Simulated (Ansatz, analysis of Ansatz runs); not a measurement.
# Reproducing a measured local vibrational mode: Ga-H pair in Si

Aim: the local vibrational mode of the Ga-H pair in Si, to be set beside the measurement. Set-up: PBE, 64-site cell, measured lattice, 420 eV, k: the single point 1/4 1/4 1/4. The model is a cell of 64 host atoms with Ga put on another atom's site and H put in between. The frequencies come from force constants among the defect atom and its neighbours, with the masses of the isotopes named. The measured lattice removes the functional's error in the volume.

What was measured. Si-H stretch, 1H: 2171 cm⁻¹, by IR absorption (quoted in “Local vibrational modes of impurities in silicon”, 2008, M.D. McCluskey, quoting earlier work (1987)). The runs below try to reproduce this.

Calculated with Ansatz 0.2.0; plane-wave PAW DFT, PBE; relaxation of all atoms of a defect supercell.

### Step 1. Set-up

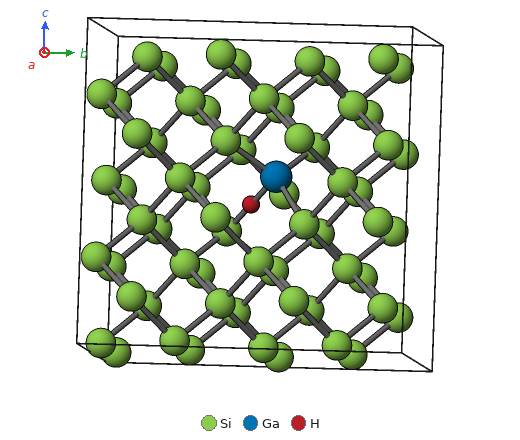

The starting structure, seen slightly off an axis (silicon green, gallium blue, hydrogen red). Bonds to atoms that aren't drawn are left out.

The cell holds 65 atoms: 63 Si, 1 Ga and 1 H. Its edges and angles: a = 10.862 Å, b = 10.862 Å, c = 10.862 Å, α = 90.0°, β = 90.0°, γ = 90.0°. It derives from Si (space group Fd-3m). Nearest the centre at fractional (0.346, 0.346, 0.346): H65 at 0.55 Å, Ga8 at 1.00 Å, Si4 at 2.05 Å, Si27 at 2.59 Å, Si49 at 2.59 Å, Si42 at 2.59 Å, Si7 at 3.41 Å, Si6 at 3.41 Å.

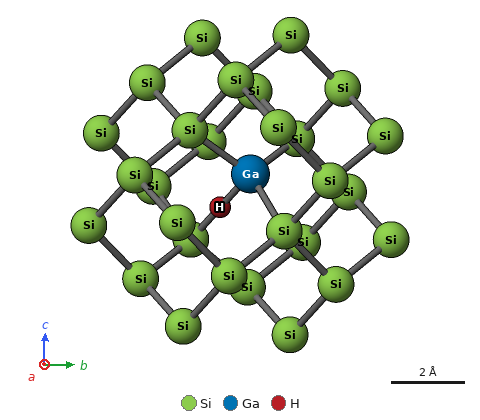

The atoms within 5 Å of the centre.

The host's primitive cell comes from a first run (plane-wave PAW DFT, PBE; relaxation of the host's atoms at the measured cell): vectors of 3.840, 3.840 and 3.840 Å. That is 20.02 Å³ an atom. The supercell is built on it.

### Step 2. Relaxation, charge 0

Every later number rests on the structure around the defect, so the atoms are relaxed at the host's lattice first.

The input, relax/input.yaml:

```yaml
relax:
  f_tol: 0.01
  max_steps: 80
  random_displacement: { amplitude: 0.02, seed: 673 }
crystal:
  lattice:
    - [10.86192, 0.0, 0.0]
    - [0.0, 10.86192, 0.0]
    - [0.0, 0.0, 10.86192]
  atoms:
    - { symbol: Si, position: [0.0, 0.0, 0.25] }
    - { symbol: Si, position: [0.0, 0.25, 0.0] }
    - { symbol: Si, position: [0.25, 0.0, 0.0] }
    - { symbol: Si, position: [0.236715056, 0.236715056, 0.236715056] }
    - { symbol: Si, position: [0.125, 0.125, 0.375] }
    - { symbol: Si, position: [0.125, 0.375, 0.125] }
    - { symbol: Si, position: [0.375, 0.125, 0.125] }
    - { symbol: Ga, position: [0.398918423, 0.398918423, 0.398918423] }
    - { symbol: Si, position: [0.0, 0.0, 0.75] }
    - { symbol: Si, position: [0.0, 0.25, 0.5] }
    - { symbol: Si, position: [0.25, 0.0, 0.5] }
    - { symbol: Si, position: [0.25, 0.25, 0.75] }
    - { symbol: Si, position: [0.125, 0.125, 0.875] }
    - { symbol: Si, position: [0.125, 0.375, 0.625] }
    - { symbol: Si, position: [0.375, 0.125, 0.625] }
    - { symbol: Si, position: [0.375, 0.375, 0.875] }
    - { symbol: Si, position: [0.0, 0.5, 0.25] }
    - { symbol: Si, position: [0.0, 0.75, 0.0] }
    - { symbol: Si, position: [0.25, 0.5, 0.0] }
    - { symbol: Si, position: [0.25, 0.75, 0.25] }
    - { symbol: Si, position: [0.125, 0.625, 0.375] }
    - { symbol: Si, position: [0.125, 0.875, 0.125] }
    - { symbol: Si, position: [0.375, 0.625, 0.125] }
    - { symbol: Si, position: [0.375, 0.875, 0.375] }
    - { symbol: Si, position: [0.0, 0.5, 0.75] }
    - { symbol: Si, position: [0.0, 0.75, 0.5] }
    - { symbol: Si, position: [0.25, 0.5, 0.5] }
    - { symbol: Si, position: [0.25, 0.75, 0.75] }
    - { symbol: Si, position: [0.125, 0.625, 0.875] }
    - { symbol: Si, position: [0.125, 0.875, 0.625] }
    - { symbol: Si, position: [0.375, 0.625, 0.625] }
    - { symbol: Si, position: [0.375, 0.875, 0.875] }
    - { symbol: Si, position: [0.5, 0.0, 0.25] }
    - { symbol: Si, position: [0.5, 0.25, 0.0] }
    - { symbol: Si, position: [0.75, 0.0, 0.0] }
    - { symbol: Si, position: [0.75, 0.25, 0.25] }
    - { symbol: Si, position: [0.625, 0.125, 0.375] }
    - { symbol: Si, position: [0.625, 0.375, 0.125] }
    - { symbol: Si, position: [0.875, 0.125, 0.125] }
    - { symbol: Si, position: [0.875, 0.375, 0.375] }
    - { symbol: Si, position: [0.5, 0.0, 0.75] }
    - { symbol: Si, position: [0.5, 0.25, 0.5] }
    - { symbol: Si, position: [0.75, 0.0, 0.5] }
    - { symbol: Si, position: [0.75, 0.25, 0.75] }
    - { symbol: Si, position: [0.625, 0.125, 0.875] }
    - { symbol: Si, position: [0.625, 0.375, 0.625] }
    - { symbol: Si, position: [0.875, 0.125, 0.625] }
    - { symbol: Si, position: [0.875, 0.375, 0.875] }
    - { symbol: Si, position: [0.5, 0.5, 0.25] }
    - { symbol: Si, position: [0.5, 0.75, 0.0] }
    - { symbol: Si, position: [0.75, 0.5, 0.0] }
    - { symbol: Si, position: [0.75, 0.75, 0.25] }
    - { symbol: Si, position: [0.625, 0.625, 0.375] }
    - { symbol: Si, position: [0.625, 0.875, 0.125] }
    - { symbol: Si, position: [0.875, 0.625, 0.125] }
    - { symbol: Si, position: [0.875, 0.875, 0.375] }
    - { symbol: Si, position: [0.5, 0.5, 0.75] }
    - { symbol: Si, position: [0.5, 0.75, 0.5] }
    - { symbol: Si, position: [0.75, 0.5, 0.5] }
    - { symbol: Si, position: [0.75, 0.75, 0.75] }
    - { symbol: Si, position: [0.625, 0.625, 0.875] }
    - { symbol: Si, position: [0.625, 0.875, 0.625] }
    - { symbol: Si, position: [0.875, 0.625, 0.625] }
    - { symbol: Si, position: [0.875, 0.875, 0.875] }
    - { symbol: H, position: [0.316442, 0.316442, 0.316442] }
basis:
  ecutwfc: 420
  xc_grid: 2
hamiltonian:
  xc: pbe
kpoints:
  mp_grid: { grid: [1, 1, 1], shift: [0.25, 0.25, 0.25] }
scf:
  occupations: { method: fermi_dirac, width: 0.01 }
  max_iter: 120
output:
  forces: true
checkpoint:
  write: "../relax.run"
  compress: false
  write_wavefunctions: true
  write_every: 100000
```

Started as:

```
> ansatz run input.yaml --threads 2 --pin off --max-ram 4710MiB --backend cpu --events-out ev --progress --plain --runs-dir out
```

Numbers of over 12 decimals in the logs are rounded to 6 here.

The log of the run:

```text
[... repeated set-up lines and file paths are left out, and long positions are rounded to six places ...]
Engine: ansatz 0.2.0, aarch64-unknown-linux-gnu
Pseudopotentials: kind: paw
Pseudopotential: Si, paw, valence charge 4, recommended cutoff 420 eV (normal), Si.paw.azcp
Pseudopotential: Ga, paw, valence charge 13, recommended cutoff 420 eV (normal), Ga.paw.azcp
Pseudopotential: H, paw, valence charge 1, recommended cutoff 420 eV (normal), H.paw.azcp
Functional definition: PBE
  parameter kappa = 0.804
  parameter beta = 0.066725
  exchange = pbe_x(kappa = kappa, mu = beta*pi^2/3)
  correlation = pbe_c(beta = beta)
Crystal: 65 atoms, lattice volume = 1281.504 Å³
Basis set: ecut = 420 eV, 25173 PW (Γ), exchange–correlation on 150×150×150 points (8 copies of the dense FFT grid, shifted against one another)
Bands: 198, of which v1, the nominal top of the filled ones, is band 133 counted from 1 (132 counted from 0)
Symmetry: 1 space group operations
k-points: 1
Non-local potential: Si, projectors of the file, l = 0: 2, l = 1: 2, l = 2: 2
Non-local potential: Ga, projectors of the file, l = 0: 2, l = 1: 2, l = 2: 3, l = 3: 1
Non-local potential: H, projectors of the file, l = 0: 2, l = 1: 1
PAW form: soft (Blöchl's): semilocal exchange-correlation on the pseudo side does not see the compensation charge
PAW one-centre angular grid: Si, 110 points (default); XC on 64 Gauss nodes
PAW one-centre angular grid: Ga, 590 points (default); XC on 64 Gauss nodes
PAW one-centre angular grid: H, 110 points (default); XC on 64 Gauss nodes
Initial density: superposition of atomic densities (neutral atoms: chi_scale 0, normalization atom), corrected by the library's trained network
Initial wavefunctions: pseudopotential atomic-orbital guess
Functional: x = pbe(κ = 0.804, μ = 0.219515), c = pbe(β = 0.066725)
SCF iter   1: F=—  HF=-43852.786739 eV  |F-HF|=—  |Δ(HF+E_count)|=         —  Δρ=2.77e-3  dr2=1.00e-1  ethr=1.77e-3  ⟨swp⟩=6.0  Hψ=902  notcnv=0  defer=41
preconditioner: auto → Resta (q_TF=auto, 2.099 Å⁻¹)  ε∞=5.2  [insulator: Δε(μ)=1.071 eV  Ē_g=8.258 eV  σ=0.010 eV  W_gap=1.00  n_scr=202 (ndim 8)  ℏωp=16.9 eV  f_vac=0.000  D(μ)=0.00/eV (n_scr^D=0)  ε∞_Penn≈5.2]
SCF iter   2: F=—  HF=-43852.784733 eV  |F-HF|=—  |Δ(HF+E_count)|=   2.01e-3  Δρ=1.59e-3  dr2=2.71e-2  ethr=3.77e-5  ⟨swp⟩=2.0  Hψ=360  notcnv=0  defer=58
SCF iter   3: F=—  HF=-43852.784683 eV  |F-HF|=—  |Δ(HF+E_count)|=   5.00e-5  Δρ=2.55e-4  dr2=1.56e-3  ethr=1.02e-5  ⟨swp⟩=3.0  Hψ=273  notcnv=0  defer=59
SCF iter   4: F=—  HF=-43852.783895 eV  |F-HF|=—  |Δ(HF+E_count)|=   7.88e-4  Δρ=6.95e-5  dr2=7.66e-5  ethr=5.86e-7  ⟨swp⟩=2.0  Hψ=272  notcnv=0  defer=59
SCF iter   5: F=—  HF=-43852.783954 eV  |F-HF|=—  |Δ(HF+E_count)|=   5.88e-5  Δρ=3.50e-5  dr2=1.53e-5  ethr=2.88e-8  ⟨swp⟩=2.0  Hψ=272  notcnv=0  defer=59
SCF iter   6: F=—  HF=-43852.783949 eV  |F-HF|=—  |Δ(HF+E_count)|=   4.42e-6  Δρ=1.40e-5  dr2=2.05e-6  ethr=9.40e-10  ⟨swp⟩=3.0  Hψ=740  notcnv=0
SCF iter   7: F=-43852.783949 eV  HF=-43852.783949 eV  |F-HF|=1.86e-7  |Δ(HF+E_count)|=   8.16e-7  Δρ=4.09e-6  dr2=1.84e-7  ethr=7.70e-10  ⟨swp⟩=4.0  Hψ=592  notcnv=0
SCF 1 converged in 7 iterations: F = -43852.783949 eV  dr2 = 1.84e-7
  greatest PAW one-centre occupation: 0.994 electrons in one spin orbital (limit 2), on the Ga atom at site 7 (counted from 0), in its partial waves of l = 2
relax step   1: F+E_penalty+E_count = -43852.78394884 eV  Δ(F+E_penalty+E_count) = +0.000e0 eV  max|allowed force component| = 1.254e0 eV/Å  Δτ_max = 0.0000 Å  (7 SCF iters, dr2 threshold 2.50e-6 eV, accepted)
[... the SCF cycles and remarks between the steps are left out from here to the last step ...]
relax step   2: F+E_penalty+E_count = -43853.35740586 eV  Δ(F+E_penalty+E_count) = -5.735e-1 eV  max|allowed force component| = 3.465e-1 eV/Å  Δτ_max = 0.1019 Å  (5 SCF iters, dr2 threshold 9.82e-5 eV, accepted)
relax step   3: F+E_penalty+E_count = -43853.40494849 eV  Δ(F+E_penalty+E_count) = -4.754e-2 eV  max|allowed force component| = 1.166e-1 eV/Å  Δτ_max = 0.0308 Å  (5 SCF iters, dr2 threshold 7.51e-6 eV, accepted)
relax step   4: F+E_penalty+E_count = -43853.40791503 eV  Δ(F+E_penalty+E_count) = -2.967e-3 eV  max|allowed force component| = 4.112e-2 eV/Å  Δτ_max = 0.0197 Å  (5 SCF iters, dr2 threshold 1.04e-6 eV, accepted)
relax step   5: F+E_penalty+E_count = -43853.40844288 eV  Δ(F+E_penalty+E_count) = -5.278e-4 eV  max|allowed force component| = 6.021e-3 eV/Å  Δτ_max = 0.0120 Å  (5 SCF iters, dr2 threshold 1.91e-7 eV, accepted)
relax step   6: F+E_penalty+E_count = -43853.40844289 eV  Δ(F+E_penalty+E_count) = -1.369e-8 eV  max|allowed force component| = 6.010e-3 eV/Å  Δτ_max = 0.0000 Å  (2 SCF iters, accepted)
relax step   7: F+E_penalty+E_count = -43853.40848926 eV  Δ(F+E_penalty+E_count) = -4.637e-5 eV  max|allowed force component| = 8.956e-3 eV/Å  Δτ_max = 0.0027 Å  (4 SCF iters, accepted)
relax step   8: F+E_penalty+E_count = -43853.40857566 eV  Δ(F+E_penalty+E_count) = -8.640e-5 eV  max|allowed force component| = 8.636e-3 eV/Å  Δτ_max = 0.0100 Å  (4 SCF iters, accepted)
relax step   9: F+E_penalty+E_count = -43853.40994042 eV  Δ(F+E_penalty+E_count) = -1.365e-3 eV  max|allowed force component| = 9.313e-2 eV/Å  Δτ_max = 0.1957 Å  (7 SCF iters, accepted)
relax step  10: F+E_penalty+E_count = -43853.41229229 eV  Δ(F+E_penalty+E_count) = -2.352e-3 eV  max|allowed force component| = 8.653e-2 eV/Å  Δτ_max = 0.0096 Å  (3 SCF iters, dr2 threshold 8.06e-6 eV, accepted)
relax step  11: F+E_penalty+E_count = -43853.42536070 eV  Δ(F+E_penalty+E_count) = -1.307e-2 eV  max|allowed force component| = 1.572e-1 eV/Å  Δτ_max = 0.1970 Å  (5 SCF iters, dr2 threshold 6.46e-6 eV, accepted)
relax step  12: F+E_penalty+E_count = -43853.43015474 eV  Δ(F+E_penalty+E_count) = -4.794e-3 eV  max|allowed force component| = 1.078e-1 eV/Å  Δτ_max = 0.1317 Å  (5 SCF iters, dr2 threshold 2.13e-5 eV, accepted)
relax step  13: F+E_penalty+E_count = -43853.43291706 eV  Δ(F+E_penalty+E_count) = -2.762e-3 eV  max|allowed force component| = 8.290e-2 eV/Å  Δτ_max = 0.1774 Å  (5 SCF iters, dr2 threshold 5.46e-6 eV, accepted)
relax step  14: F+E_penalty+E_count = -43853.43484715 eV  Δ(F+E_penalty+E_count) = -1.930e-3 eV  max|allowed force component| = 6.424e-2 eV/Å  Δτ_max = 0.0844 Å  (5 SCF iters, dr2 threshold 3.23e-6 eV, accepted)
relax step  15: F+E_penalty+E_count = -43853.43594438 eV  Δ(F+E_penalty+E_count) = -1.097e-3 eV  max|allowed force component| = 9.513e-3 eV/Å  Δτ_max = 0.0228 Å  (4 SCF iters, dr2 threshold 2.44e-6 eV, accepted)
iter 1 solved again at ethr=2.54e-10 eV; its pass at ethr=3.10e-3 eV (dr2=6.74e-7 eV) is discarded
SCF iter   1: F=—  HF=-43853.435923 eV  |F-HF|=—  |Δ(HF+E_count)|=         —  Δρ=7.83e-6  dr2=6.81e-7  ethr=2.54e-10  ⟨swp⟩=1.0  Hψ=551  notcnv=0  defer=59
SCF iter   2: F=—  HF=-43853.435945 eV  |F-HF|=—  |Δ(HF+E_count)|=   2.17e-5  Δρ=3.47e-6  dr2=1.64e-7  ethr=2.54e-10  ⟨swp⟩=2.0  Hψ=272  notcnv=0  defer=59
SCF iter   3: F=-43853.435945 eV  HF=-43853.435945 eV  |F-HF|=3.71e-8  |Δ(HF+E_count)|=   6.44e-9  Δρ=2.11e-6  dr2=7.33e-8  ethr=3.76e-11  ⟨swp⟩=4.0  Hψ=601  notcnv=0
SCF 16 converged in 3 iterations: F = -43853.435945 eV  dr2 = 7.33e-8
relax step  16: F+E_penalty+E_count = -43853.43594514 eV  Δ(F+E_penalty+E_count) = -7.649e-7 eV  max|allowed force component| = 9.537e-3 eV/Å  Δτ_max = 0.0000 Å  (3 SCF iters, accepted)
NSCF: frozen V_eff on 1 k-points
the band table was solved once a step of the walk had ended and its energy, with any forces and stress, was formed, with the checks that follow a solve (997 applications of the Hamiltonian). They found nothing against the state; [...]
SCF converged after 3 iterations
Free energy (F): -43853.435945 eV
Harris-Foulkes:  -43853.435945 eV  (|F-HF|=3.71e-8)
Internal energy: -43853.435945 eV  (E = F + TS)
E sigma→0 (E₀):  -43853.435945 eV
Fermi energy:    6.575925 eV
--- Per-component energies (eV) ---
  E_band       = 226.925462
  E_kinetic    = 2683.740175
  E_local      = -4559.819689  (includes V_loc(G=0)·N_el)
  E_nonlocal   = 2064.967114
  E_hartree    = 1811.952171
  E_xc         = -3560.387946
  E_vxc        = -3021.500758  (∫ρ·V_xc dr)
  E_paw        = -34293.825820  (= ΣΔE_a)
  E_vpaw       = -564.364373  (= ΣTr[D̂ρ^β])
  E_aug_tail   = -0.000988  (compensation charges beyond the density's cutoff)
  E_ewald      = -8000.060961
  E_smearing   = -0.000000  (= −TS)
  E_closure    = -0.000000  (closes the sum)
  Σ components = -43853.435945   (vs F -43853.435945, Δ=0.00e0)
--- Forces (eV/Å), atoms counted from 1 ---
  atom   1  Si    -0.00031870    -0.00161011    -0.00094700
  atom   2  Si    -0.00140164     0.00352753    -0.00457482
  [... 1 atom left out ...]
  atom   4  Si     0.00307163     0.00335064    -0.00080966
  atom   5  Si    -0.00539822     0.00013421    -0.00380269
  atom   6  Si     0.00303085    -0.00197582     0.00822975
  atom   7  Si     0.00953725    -0.00102324     0.00131956
  atom   8  Ga     0.00054907     0.00552841    -0.00215748
  [... 14 atoms left out ...]
  atom  23  Si     0.00388345     0.00073335    -0.00153800
  [... 3 atoms left out ...]
  atom  27  Si     0.00442239    -0.00232028    -0.00322579
  [... 14 atoms left out ...]
  atom  42  Si     0.00328829    -0.00107713     0.00466602
  [... 6 atoms left out ...]
  atom  49  Si    -0.00661148    -0.00154618    -0.00025678
  [... 15 atoms left out ...]
  atom  65  H      0.00040539    -0.00493767    -0.00265522
  max |Σ_I F_I| component: 2.62e-5 eV/Å
--- Band table (eV) ---
  k-point 0: bands = ["-8.2531", "-8.1298", "-8.1274", "-8.0645", [... 190 left out ...] "10.4204", "10.4632", "10.4829", "10.5531"]
--- Relaxed structure (16 steps of the walk, 16 accepted, 0 SCFs on fresh bases) ---
  F+E_penalty+E_count = -43853.43594514 eV   max|allowed force component| = 9.537e-3 eV/Å
  atoms:
    - { symbol: Si, position: [-0.002919, -0.003782, 0.248344] }
    - { symbol: Si, position: [-0.003178, 0.248238, -0.004227] }
    [... 1 atom left out ...]
    - { symbol: Si, position: [0.233629, 0.235964, 0.235621] }
    - { symbol: Si, position: [0.119922, 0.118784, 0.374794] }
    - { symbol: Si, position: [0.119545, 0.374733, 0.118144] }
    - { symbol: Si, position: [0.380526, 0.125703, 0.125359] }
    - { symbol: Ga, position: [0.400663, 0.394543, 0.394494] }
    [... 14 atoms left out ...]
    - { symbol: Si, position: [0.375183, 0.626053, 0.122637] }
    [... 3 atoms left out ...]
    - { symbol: Si, position: [0.250115, 0.506890, 0.506722] }
    [... 14 atoms left out ...]
    - { symbol: Si, position: [0.505379, 0.241794, 0.504177] }
    [... 6 atoms left out ...]
    - { symbol: Si, position: [0.505707, 0.504496, 0.241954] }
    [... 15 atoms left out ...]
    - { symbol: H, position: [0.267987, 0.334903, 0.331905] }
```

The job ended after 3.5 min (2 threads of Arm Neoverse V2, shared host; peak memory 1.6 GiB).

[end of part 1 of 2]

[Logs are printed without paths, hosts, clocks, repeated set-up lines and the standing remarks that a program may print on its own settings, such as how far it seeks lower states.]

[Hosts, paths, dates, database ids (printed as entryN), source tags and the programs' standing remarks are cut or masked in the printed files.]

[For some hosts the program warned that the k-mesh of the response run may be too coarse for force constants and the static dielectric constant; such warnings are not shown here.]
